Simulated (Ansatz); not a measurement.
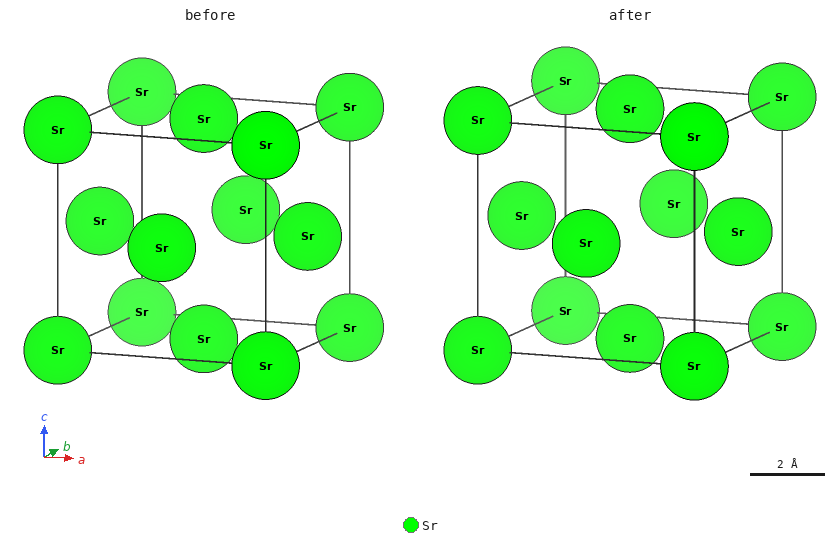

Left: a symmetric starting cell of Sr (made from another compound by putting Sr in place of Ba). Right: the same structure after one change, at the same scale. The picture is a spheres-only view of the conventional cell (4 times the calculation's cell), seen slightly off an axis. Lengths and directions refer to the drawn axes.

These are results of Ansatz, DFT PBE, scalar-relativistic, plane waves, PAW, not measurements. Set-up: plane-wave cutoff 420 eV; k-point mesh 12 × 12 × 12; occupations gaussian; smearing width 0.1 eV; no spin polarisation.

> What was changed?

All lengths are scaled by +4.2 % (volume +13.3 %), the atoms keeping their fractional coordinates. No relaxation follows. The starting cell wasn't computed here and needn't be at equilibrium, so pressure and forces aren't due to the change alone.

> What does the change do?

The pressure is −1.4 GPa (not all of it need come from the change, since the unchanged cell can be under pressure at this level too). All forces vanish by symmetry. Near-neighbour distances before and after: Sr–Sr 4.317 → 4.500 Å. The space group stays Fm-3m (No. 225).
